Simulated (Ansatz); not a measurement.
## A series of single points on TaSi2

System: TaSi2 (C2, 9 atoms in the cell).
Method: DFT PBE, scalar-relativistic, plane waves, PAW, no spin polarisation (Ansatz 0.2.0).

The 9 runs differ only in the geometry, by a shift of atoms along one path in a fixed cell. The shift s is measured from run 5: Si4 moves along the Cartesian direction (0.00, 1.00, 0.00). The structure derives from an entry of the Crystallography Open Database.

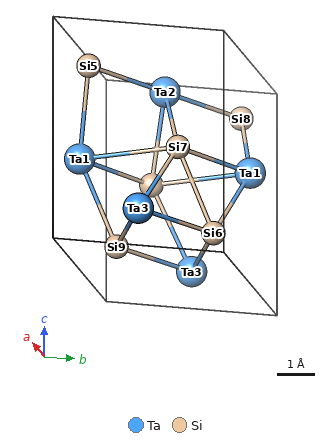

Figure 1. The structure of run 5 (ball-and-stick view of the cell of the calculation, seen at an oblique angle; atoms are numbered from 1 in the order of the input).

**Input of run 5**
```yaml
crystal:
  lattice:
    - [4.8051009126, 0.0, 0.0]
    - [-2.4025504563, 4.161339458, 0.0]
    - [0.0, 0.0, 6.5988658829]
  atoms:
    - { symbol: Ta, position: [0.5, 0.0, 0.5] }
    - { symbol: Ta, position: [0.5, 0.5, 0.8333333333] }
    - { symbol: Ta, position: [0.0, 0.5, 0.1666666667] }
    - { symbol: Si, position: [0.1565169201, 0.3130338402, 0.5] }
    - { symbol: Si, position: [0.8410800075, 0.1589199925, 0.8333333333] }
    - { symbol: Si, position: [0.682160015, 0.8410800075, 0.1666666667] }
    - { symbol: Si, position: [0.8410800075, 0.682160015, 0.5] }
    - { symbol: Si, position: [0.1589199925, 0.8410800075, 0.8333333333] }
    - { symbol: Si, position: [0.317839985, 0.1589199925, 0.1666666667] }
basis:
  ecutwfc: 420
kpoints:
  mp_grid: { grid: [9, 9, 6] }
hamiltonian:
  xc: pbe
scf:
  occupations: { method: gaussian, width: 0.15 }
output:
  forces: true
  stress: true
  eigenvalues: true
```

Lattice vectors (Å) and fractional positions of run 5:
```
   4.805101    0.000000    0.000000
  -2.402550    4.161339    0.000000
   0.000000    0.000000    6.598866
Ta  0.500000  0.000000  0.500000
Ta  0.500000  0.500000  0.833333
Ta  0.000000  0.500000  0.166667
Si  0.156517  0.313034  0.500000
Si  0.841080  0.158920  0.833333
Si  0.682160  0.841080  0.166667
Si  0.841080  0.682160  0.500000
Si  0.158920  0.841080  0.833333
Si  0.317840  0.158920  0.166667
```

Run 4 differs from it as follows:
```diff
-    - { symbol: Si, position: [0.1565169201, 0.3130338402, 0.5] }
+    - { symbol: Si, position: [0.1541138477, 0.3082276954, 0.5] }
```

**Results, with one run withheld**

```tsv
run	shift s of Si4 (Å)	free energy per atom, from the lowest run given (meV)	pressure (GPa)	force along the path (eV/Å)
1	−0.0800	4.27	0.13	0.803
2	−0.0600	2.67	0.09	0.639
3	−0.0400	1.42	0.06	0.478
4	−0.0200	?	?	?
5	0.0000	0.00	0.02	0.164
6	0.0600	0.44	0.05	−0.296
7	0.0800	1.27	0.08	−0.448
8	0.1000	2.44	0.12	−0.600
9	0.1200	3.94	0.17	−0.753
```

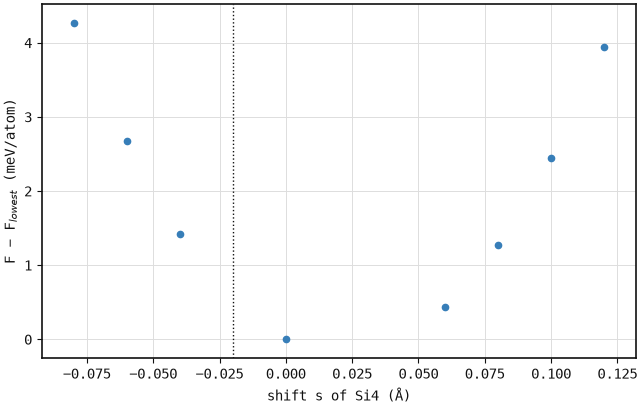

Figure 2. Free energy per atom of the runs given; the dotted line marks run 4.

What should run 4 give?

A cubic polynomial in the coordinate, fitted to the 8 runs given, misses them by at most 0.01 meV per atom. With x = s − 0.0225, it reads F = −0.20048 + 1.072 x + 430.02 x² − 56.572 x³ (meV per atom). At run 4 it gives 0.54 meV per atom, and the run itself gives 0.54. The slope of the fit gives a force −dF/ds of 0.322 eV/Å along the path (summed over the atoms that move), and the printed forces give 0.320 eV/Å. The fit has its minimum at s = 0.0213 Å.

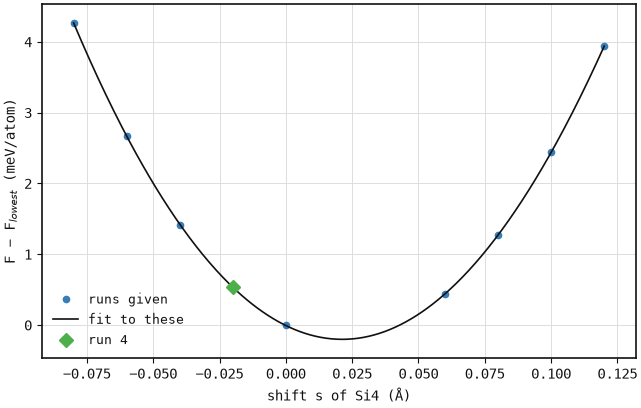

Figure 3. The fit and the withheld run.

**Output, shortened to warnings, some set-up lines, iterations and results (run 4)**
```
Basis set: ecut = 420 eV, 2543 PW (Γ), exchange–correlation on 72×72×90 points (8 copies of the dense FFT grid, shifted against one another)
Symmetry: 2 space group operations
k-points: 140 of 486 (time reversal used)
Initial density: superposition of atomic densities (neutral atoms: chi_scale 0, normalization atom), corrected by the library's trained network
[...]
SCF iter   1: F=—  HF=-33615.926293 eV  |F-HF|=—  |Δ(HF+E_count)|=         —  Δρ=3.94e-3  dr2=1.34e-2  ethr=1.77e-3  ⟨swp⟩=6.7  Hψ=26303  notcnv=0
SCF iter   2: F=—  HF=-33615.927326 eV  |F-HF|=—  |Δ(HF+E_count)|=   1.03e-3  Δρ=2.20e-3  dr2=3.16e-3  ethr=2.13e-5  ⟨swp⟩=2.1  Hψ=8152  notcnv=0  defer=1
SCF iter   3: F=—  HF=-33615.928259 eV  |F-HF|=—  |Δ(HF+E_count)|=   9.33e-4  Δρ=5.15e-4  dr2=2.96e-4  ethr=5.01e-6  ⟨swp⟩=1.7  Hψ=7131  notcnv=0  defer=1
SCF iter   4: F=—  HF=-33615.928252 eV  |F-HF|=—  |Δ(HF+E_count)|=   7.33e-6  Δρ=9.13e-5  dr2=1.19e-5  ethr=4.70e-7  ⟨swp⟩=2.6  Hψ=7756  notcnv=0  defer=1
SCF iter   5: F=—  HF=-33615.928228 eV  |F-HF|=—  |Δ(HF+E_count)|=   2.37e-5  Δρ=1.58e-5  dr2=4.64e-7  ethr=1.88e-8  ⟨swp⟩=2.1  Hψ=7959  notcnv=0  defer=1
SCF iter   6: F=—  HF=-33615.928228 eV  |F-HF|=—  |Δ(HF+E_count)|=   1.58e-8  Δρ=6.43e-6  dr2=1.43e-7  ethr=1.59e-10  ⟨swp⟩=10.1  Hψ=24831  notcnv=0
SCF iter   7: F=-33615.928228 eV  HF=-33615.928228 eV  |F-HF|=6.77e-10  |Δ(HF+E_count)|=   1.96e-8  Δρ=1.32e-6  dr2=2.21e-9  ethr=1.59e-10  ⟨swp⟩=4.0  Hψ=17677  notcnv=0
SCF 1 converged in 7 iterations: F = -33615.928228 eV  dr2 = 2.21e-9
SCF converged after 7 iterations
Free energy (F): -33615.928228 eV
Harris-Foulkes:  -33615.928228 eV  (|F-HF|=6.77e-10)
Internal energy: -33615.883460 eV  (E = F + TS)
E sigma→0 (E₀):  -33615.905844 eV
Entropy (-TS):   -0.044768 eV (-4.974 meV/atom)
Fermi energy:    14.980053 eV
--- Per-component energies (eV) ---
  E_band       = -269.284821
  E_kinetic    = 1359.144996
  E_local      = -2358.588279  (includes V_loc(G=0)·N_el)
  E_nonlocal   = 195.531138
  E_hartree    = 898.904178
  E_xc         = -997.200835
  E_vxc        = -907.208370  (∫ρ·V_xc dr)
  E_paw        = -28267.279061  (= ΣΔE_a)
  E_vpaw       = -355.974229  (= ΣTr[D̂ρ^β])
  E_aug_tail   = 0.000511  (compensation charges beyond the density's cutoff)
  E_ewald      = -4446.396109
  E_smearing   = -0.044768  (= −TS)
  E_closure    = -0.000000  (closes the sum)
  Σ components = -33615.928228   (vs F -33615.928228, Δ=0.00e0)
--- Forces (eV/Å), atoms counted from 1 ---
  atom   1  Ta     0.00000000    -0.11302270    -0.00000000
  atom   2  Ta    -0.02002183    -0.02941705    -0.04739891
  atom   3  Ta     0.02002183    -0.02941705     0.04739891
  atom   4  Si    -0.00000000     0.32016231     0.00000000
  atom   5  Si    -0.03194643     0.01773993     0.03334511
  atom   6  Si    -0.02773713    -0.03441764    -0.00993497
  atom   7  Si     0.00000000    -0.11494991    -0.00000000
  atom   8  Si     0.02773713    -0.03441764     0.00993497
  atom   9  Si     0.03194643     0.01773993    -0.03334511
  max |Σ_I F_I| component: 1.88e-7 eV/Å
--- Stress (GPa, compression-positive) ---
        0.040970      -0.000000      -0.124568
       -0.000000       0.177470       0.000000
       -0.124568       0.000000      -0.117622
  P = ⅓ Tr σ = 0.0336 GPa (0.336 kbar)
```

Notes: Spin–orbit coupling is left out, which matters for Ta.
